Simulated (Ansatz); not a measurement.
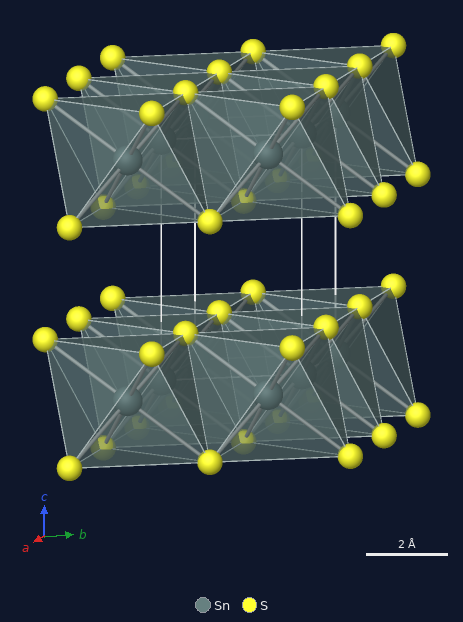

Figure 1. The input geometry (polyhedral view of the cell of the calculation, repeated 2 × 1 × 1, seen slightly off an axis; polyhedra are completed across the faces of the cell).

# Geometry relaxation, with input and output: SnS2

SnS2 (3 atoms in the cell), computed with DFT PBEsol, scalar-relativistic, plane waves, PAW, no spin polarisation (Ansatz 0.2.0).

The structure derives from an entry of the Crystallography Open Database.

### Output
```
Engine: ansatz 0.2.0, x86_64-unknown-linux-gnu
Pseudopotentials: kind: paw
Pseudopotential: Sn, paw, valence charge 14, recommended cutoff 420 eV (normal), Sn.paw.azcp
Pseudopotential: S, paw, valence charge 6, recommended cutoff 420 eV (normal), S.paw.azcp
Functional definition: PBEsol
  exchange = pbesol_x
  correlation = pbesol_c
Crystal: 3 atoms, lattice volume = 69.956 Å³
Basis set: ecut = 420 eV, 1341 PW (Γ), exchange–correlation on 50×50×90 points (8 copies of the dense FFT grid, shifted against one another)
Bands: 17, of which v1, the nominal top of the filled ones, is band 13 counted from 1 (12 counted from 0)
Symmetry: 12 space group operations
Space group: P-3m1 (ITA 164), of the structure as read, at distance tolerance 4.1e-5 Å
k-points: 100 of 864
Non-local potential: Sn, projectors of the file, l = 0: 2, l = 1: 2, l = 2: 2, l = 3: 2
Non-local potential: S, projectors of the file, l = 0: 2, l = 1: 2, l = 2: 2
PAW form: soft (Blöchl's): semilocal exchange-correlation on the pseudo side does not see the compensation charge
PAW frozen core: Sn, regenerated for the run's functional, and the local potential with it (the file was generated under x = pbe(κ = 0.804, μ = 0.2195149727645171), c = pbe(β = 0.06672455060314922))
PAW frozen core: S, regenerated for the run's functional, and the local potential with it (the file was generated under x = pbe(κ = 0.804, μ = 0.2195149727645171), c = pbe(β = 0.06672455060314922))
PAW one-centre angular grid: Sn, 590 points (default); XC on 64 Gauss nodes
PAW one-centre angular grid: S, 110 points (default); XC on 64 Gauss nodes
Initial density: superposition of atomic densities (neutral atoms: chi_scale 0, normalization atom), corrected by the library's trained network
Initial wavefunctions: pseudopotential atomic-orbital guess
Functional: x = pbesol(κ = 0.804, μ = 0.12345679012345678), c = pbesol(β = 0.046)
SCF iter   1: F=—  HF=-7720.841259 eV  |F-HF|=—  |Δ(HF+E_count)|=         —  Δρ=4.72e-3  dr2=2.46e-2  ethr=1.77e-3  ⟨swp⟩=6.4  Hψ=10163  notcnv=0
preconditioner: auto → Resta (q_TF=auto, 2.313 Å⁻¹)  ε∞=3.0  [insulator: Δε(μ)=1.393 eV  Ē_g=15.958 eV  σ=0.020 eV  W_gap=1.00  n_scr=22 (ndim 8)  ℏωp=22.6 eV  f_vac=0.032  D(μ)=0.00/eV (n_scr^D=0)  ε∞_Penn≈3.0]
SCF iter   2: F=—  HF=-7720.833551 eV  |F-HF|=—  |Δ(HF+E_count)|=   7.71e-3  Δρ=1.76e-3  dr2=2.42e-3  ethr=9.45e-5  ⟨swp⟩=2.7  Hψ=3398  notcnv=0
SCF iter   3: F=—  HF=-7720.833018 eV  |F-HF|=—  |Δ(HF+E_count)|=   5.33e-4  Δρ=4.77e-4  dr2=1.40e-4  ethr=9.32e-6  ⟨swp⟩=2.1  Hψ=3406  notcnv=0
SCF iter   4: F=—  HF=-7720.833049 eV  |F-HF|=—  |Δ(HF+E_count)|=   3.06e-5  Δρ=1.83e-4  dr2=2.30e-5  ethr=5.39e-7  ⟨swp⟩=2.0  Hψ=2857  notcnv=0
SCF iter   5: F=—  HF=-7720.833084 eV  |F-HF|=—  |Δ(HF+E_count)|=   3.55e-5  Δρ=2.73e-5  dr2=5.46e-7  ethr=8.83e-8  ⟨swp⟩=2.0  Hψ=2203  notcnv=0
SCF iter   6: F=-7720.833085 eV  HF=-7720.833085 eV  |F-HF|=7.30e-8  |Δ(HF+E_count)|=   1.07e-6  Δρ=5.83e-6  dr2=2.67e-8  ethr=3.85e-10  ⟨swp⟩=6.0  Hψ=8503  notcnv=0
SCF 1 converged in 6 iterations: F = -7720.833085 eV  dr2 = 2.67e-8
  greatest PAW one-centre occupation: 0.994 electrons in one spin orbital (limit 2), on the Sn atom at site 0 (counted from 0), in its partial waves of l = 2
relax step   1: F+E_penalty+E_count = -7720.83308524 eV  Δ(F+E_penalty+E_count) = +0.000e0 eV  max|allowed force component| = 3.729e-4 eV/Å  Δτ_max = 0.0000 Å  P = +0.005 GPa  Ω = 69.956 Å³  (6 SCF iters, dr2 threshold 1.00e-7 eV, accepted)
Initial density: handed on by an earlier stage of this run
Initial wavefunctions: pseudopotential atomic-orbital guess (no wavefunctions were taken with the density)
iter 1 solved again at ethr=3.27e-7 eV; its pass at ethr=3.10e-3 eV (dr2=8.51e-5 eV) is discarded
SCF iter   1: F=—  HF=-7720.833066 eV  |F-HF|=—  |Δ(HF+E_count)|=         —  Δρ=5.82e-6  dr2=2.63e-8  ethr=3.27e-7  ⟨swp⟩=3.5  Hψ=14983  notcnv=0
eigensolver tolerance schedule: the retry pair's looser diagonalisation over-reported the residual by 3237.31 of it (diagonalisation noise at 0.52 of the residual, at the tolerance the schedule requests for it); recorded, not acted on — ethr = c·dr2/N_el stays at c = 1.0e-1
preconditioner: auto → Resta (q_TF=auto, 2.313 Å⁻¹)  ε∞=3.0  [insulator: Δε(μ)=1.436 eV  Ē_g=15.974 eV  σ=0.020 eV  W_gap=1.00  n_scr=22 (ndim 8)  ℏωp=22.6 eV  f_vac=0.029  D(μ)=0.00/eV (n_scr^D=0)  ε∞_Penn≈3.0]
SCF iter   2: F=—  HF=-7720.833085 eV  |F-HF|=—  |Δ(HF+E_count)|=   1.96e-5  Δρ=3.72e-6  dr2=1.20e-8  ethr=1.01e-10  ⟨swp⟩=2.6  Hψ=3005  notcnv=0
SCF iter   3: F=—  HF=-7720.833085 eV  |F-HF|=—  |Δ(HF+E_count)|=   4.21e-8  Δρ=1.51e-6  dr2=1.18e-9  ethr=4.62e-11  ⟨swp⟩=2.0  Hψ=3000  notcnv=0
SCF iter   4: F=—  HF=-7720.833085 eV  |F-HF|=—  |Δ(HF+E_count)|=  2.51e-10  Δρ=6.39e-7  dr2=2.45e-10  ethr=4.53e-12  ⟨swp⟩=2.4  Hψ=2692  notcnv=0
SCF iter   5: F=-7720.833085 eV  HF=-7720.833085 eV  |F-HF|=1.64e-11  |Δ(HF+E_count)|=  2.21e-10  Δρ=2.24e-7  dr2=2.85e-11  ethr=1.00e-12  ⟨swp⟩=4.9  Hψ=8767  notcnv=0
SCF 2 converged in 5 iterations: F = -7720.833085 eV  dr2 = 2.85e-11
relax step   2: F+E_penalty+E_count = -7720.83308525 eV  Δ(F+E_penalty+E_count) = -1.355e-8 eV  max|allowed force component| = 3.701e-4 eV/Å  Δτ_max = 0.0000 Å  P = +0.005 GPa  Ω = 69.956 Å³  stress off target by 2.19e-2 GPa  SCF on the basis re-selected at this cell (its energy is not comparable with the rows above)  (5 SCF iters)
```

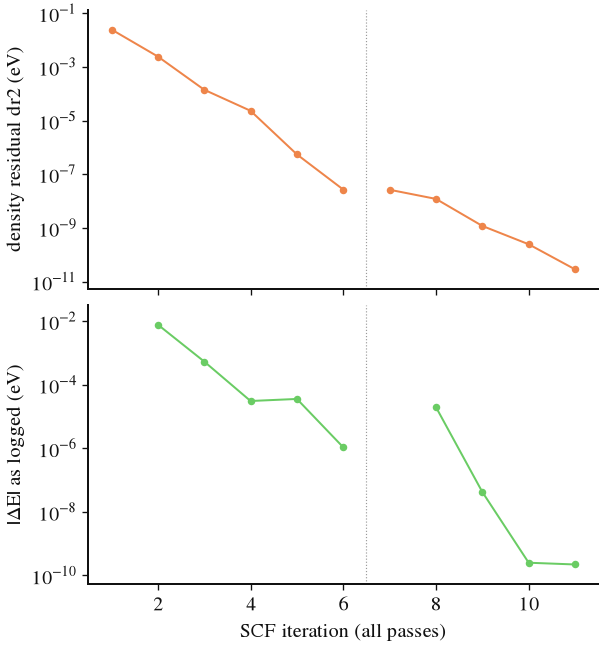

Figure 2. Convergence of the self-consistent field: density residual dr2 and size of the energy change against the SCF iteration. The dotted lines part the SCF passes of the relaxation: geometry steps, rejected trials and re-solves on a re-selected basis. The passes take 6 and 5 iterations.

```
basis re-selected at this cell: Δ(F+E_penalty+E_count) = -1.355e-8 eV, ΔP = +0.000 GPa vs the last step (what re-selecting the basis moved, of the pressure what is left beyond the Pulay correction that the steps carried, after the strain that the cell walked since its last selection, with what the two solves' SCF thresholds leave and, on support functions, any second-order correction that the steps lacked; it is no measure of the basis error at this ecutwfc). This SCF's stress stands 2.19e-2 GPa from its target on what of the cell is left free (relax.cell.stress_tol is 5.00e-2 GPa) and its largest allowed force component is 3.70e-4 eV/Å (relax.f_tol is 5.00e-3 eV/Å): within both
SCF converged after 5 iterations
Free energy (F): -7720.833085 eV
Harris-Foulkes:  -7720.833085 eV  (|F-HF|=1.64e-11)
Internal energy: -7720.833085 eV  (E = F + TS)
E sigma→0 (E₀):  -7720.833085 eV
Fermi energy:    6.661609 eV
--- Per-component energies (eV) ---
  E_band       = -130.315136
  E_kinetic    = 400.451982
  E_local      = -1678.097434  (includes V_loc(G=0)·N_el)
  E_nonlocal   = 29.116446
  E_hartree    = 880.849567
  E_xc         = -569.338592
  E_vxc        = -269.352699  (∫ρ·V_xc dr)
  E_paw        = -5239.550353  (= ΣΔE_a)
  E_vpaw       = -374.132526  (= ΣTr[D̂ρ^β])
  E_aug_tail   = 0.000003  (compensation charges beyond the density's cutoff)
  E_ewald      = -1544.673442
  E_core_change = 0.408738  (= ΣΔE_core)
  E_smearing   = -0.000000  (= −TS)
  E_closure    = -0.000000  (closes the sum)
  Σ components = -7720.833085   (vs F -7720.833085, Δ=0.00e0)
--- Forces (eV/Å), atoms counted from 1 ---
  atom   1  Sn     0.00000000     0.00000000     0.00000000
  atom   2  S      0.00000000     0.00000000     0.00037005
  atom   3  S     -0.00000000     0.00000000    -0.00037005
  max |Σ_I F_I| component: 1.08e-19 eV/Å
--- Stress (GPa, compression-positive) ---
       -0.003696       0.000000      -0.000000
        0.000000      -0.003696       0.000000
        0.000000       0.000000       0.021902
  P = ⅓ Tr σ = 0.0048 GPa (0.048 kbar)
--- Band table (eV; the first three rows and the last of 100) ---
  k-point 0: bands = ["-14.8166", "-14.8166", "-14.7707", "-14.7437", "-14.7437", "-7.7218", "-5.7122", "0.4805", "5.4149", "5.4149", "5.7296", "5.7296", "5.9075", "7.8984", "9.5872", "11.3697", "11.3697"]
  k-point 1: bands = ["-14.8166", "-14.8166", "-14.7707", "-14.7437", "-14.7437", "-7.6935", "-5.7799", "0.6642", "5.3966", "5.3966", "5.4279", "5.7569", "5.7569", "8.2595", "9.6028", "11.3198", "11.3198"]
  k-point 2: bands = ["-14.8166", "-14.8166", "-14.7706", "-14.7438", "-14.7438", "-7.6317", "-5.9170", "1.0915", "4.6224", "5.3664", "5.3664", "5.8053", "5.8053", "8.7687", "9.6304", "11.2236", "11.2236"]
  k-point 99: bands = ["-14.8394", "-14.8394", "-14.7440", "-14.7440", "-14.7179", "-5.2208", "-5.2208", "-1.1038", "2.0266", "2.0266", "2.5032", "5.6109", "5.6109", "8.9598", "11.3470", "11.3470", "13.0901"]
--- Relaxed structure (1 steps of the walk, 1 accepted, 1 SCFs on fresh bases) ---
  F+E_penalty+E_count = -7720.83308525 eV   max|allowed force component| = 3.701e-4 eV/Å   (the final SCF, on the basis selected at the relaxed cell)
  cell:  # Å, volume = 69.9559 Å³
    - [3.651314303000305, 0.0, 0.0]
    - [-1.8256571515001525, 3.1621309435997356, 0.0]
    - [0.0, 0.0, 6.058918892]
  atoms:
    - { symbol: Sn, position: [0.0, 0.0, 0.0] }
    - { symbol: S, position: [0.6666666666666667, 0.33333333333333337, 0.24324303970000002] }
    - { symbol: S, position: [0.33333333333333337, 0.6666666666666667, 0.7567569603000001] }
```

### Trajectory as extended XYZ (Å, eV, eV/Å), 2 frames, from step=1 to step=2
```
3
Lattice="3.6513 0.0000 0.0000 -1.8257 3.1621 0.0000 0.0000 0.0000 6.0589" Properties=species:S:1:pos:R:3:forces:R:3 step=1 energy=-7720.83309 pressure_GPa=0.00
Sn    0.0000    0.0000    0.0000    0.0000   0.0000   0.0000
S     1.8257    1.0540    1.4738    0.0000   0.0000   0.0004
S     0.0000    2.1081    4.5851    0.0000   0.0000  -0.0004
3
Lattice="3.6513 0.0000 0.0000 -1.8257 3.1621 0.0000 0.0000 0.0000 6.0589" Properties=species:S:1:pos:R:3:forces:R:3 step=2 energy=-7720.83309 pressure_GPa=0.00
Sn    0.0000    0.0000    0.0000    0.0000   0.0000   0.0000
S     1.8257    1.0540    1.4738    0.0000   0.0000   0.0004
S     0.0000    2.1081    4.5851    0.0000   0.0000  -0.0004
```

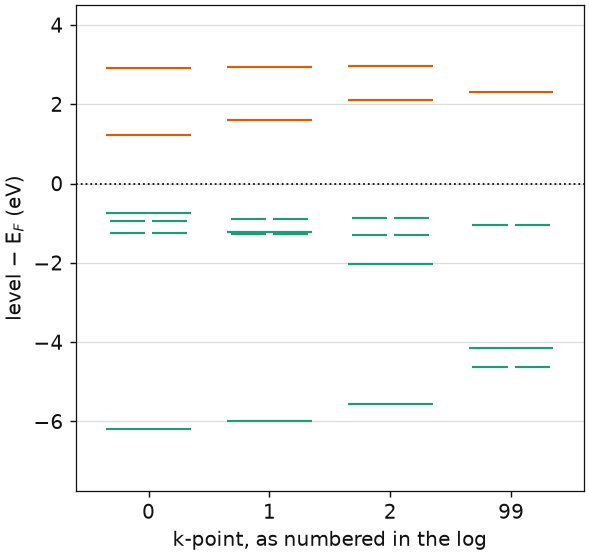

Figure 3. Kohn–Sham levels near the Fermi level (dotted) at the few k-points that the log prints; levels within 0.02 eV of each other stand side by side. Among these points the highest filled and lowest empty levels are 1.99 eV apart; the gap on the full mesh, 1.44 eV, has an edge at a point that isn't printed.

This output came from the following input.

### The input
```yaml
crystal:
  lattice:
    - [3.651314303, 0.0, 0.0]
    - [-1.8256571515, 3.1621309436, 0.0]
    - [0.0, 0.0, 6.058918892]
  atoms:
    - { symbol: Sn, position: [0.0, 0.0, 0.0] }
    - { symbol: S, position: [0.6666666667, 0.3333333333, 0.2432430397] }
    - { symbol: S, position: [0.3333333333, 0.6666666667, 0.7567569603] }
basis:
  ecutwfc: 420
kpoints:
  mp_grid: { grid: [12, 12, 6] }
hamiltonian:
  xc: pbesol
scf:
  occupations: { method: gaussian, width: 0.02 }
output:
  forces: true
  stress: true
  eigenvalues: true
relax:
  adjacent_minimum: "off"
  f_tol: 0.005
  max_steps: 80
  cell: { stress_tol: 0.05 }
```

Launched with:
```bash
ansatz run input.yaml --threads 2 --pin off --max-ram 5120MiB --backend cpu --events-out ev --progress --plain --runs-dir out
```

### Results in brief

| quantity | value |
| --- | --- |
| outcome | converged |
| space group (tolerance 0.01 Å) | P-3m1 (164) |
| electrons treated | 26 |
| free energy | −7720.8331 eV |
| Fermi energy | 6.662 eV |
| gap on the k-point mesh | 1.44 eV |
| pressure | 0.00 GPa |
| final volume | 69.96 Å³ |
| largest force (length of the vector) at the end | under 0.001 eV/Å |
| final cell | a = 3.651 Å, b = 3.651 Å, c = 6.059 Å, α = 90.00°, β = 90.00°, γ = 120.00° |
| hardware | 2 threads of AMD EPYC (Zen 5), 64 GiB of memory available, shared host |
| wall time | 3 s (CPU time 5.6 s) |
| peak memory | 0.49 GiB |
